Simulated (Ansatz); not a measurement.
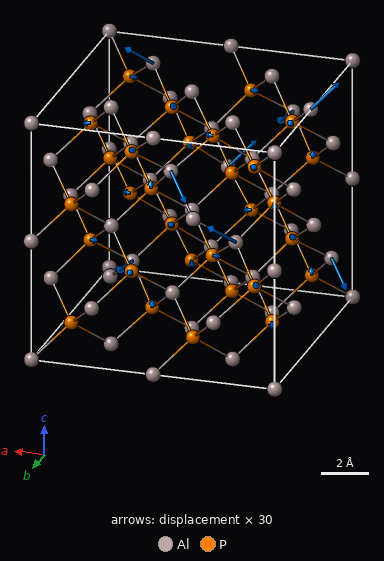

This is a relaxation of a defect cell of composition Al17P15 (cell charge −1). The starting structure is drawn; blue arrows show the displacements, magnified 30 times.

Style: ball-and-stick. Shown: the conventional cell (2 times the calculation's cell), from a free direction. Lengths and directions refer to the drawn axes.

Case: Al on a P site (c), charge -1, atoms relaxed at the host's cell.

The calculation used DFT PBE, scalar-relativistic, plane waves, PAW in Ansatz. Settings: plane-wave cutoff 420 eV; k-point mesh 2 × 2 × 2; occupations gaussian; smearing width 0.01 eV; mesh shifted by (0.5, 0.5, 0.5); collinear spin; atoms relaxed in a fixed cell; force threshold 0.025 eV/Å; at most 45 steps.

Q: Which element moves most?

A: Aluminium: up to 0.059 Å, against 0.013 Å for phosphorus.

Q: What happened in the run?

A: The energy falls by 79.0 meV per cell of the calculation in 2 geometry steps. The largest force component goes from 0.34 to 0.0052 eV/Å. The largest moves, 0.059 Å, are those of Al atoms. By element the largest moves are Al 0.059 Å, P 0.013 Å. The cell stays as it was. Some distances before and after: Al–Al 2.546 → 2.487 Å, Al–P 2.371 → 2.365 Å, Al–P 2.380 → 2.385 Å. The run took 44 s on 4 threads of Arm Neoverse V1, on a shared host, peak memory 1.5 GiB.

Limits of the set-up: the cell is charged, on a uniform background, and energies carry no finite-size correction.
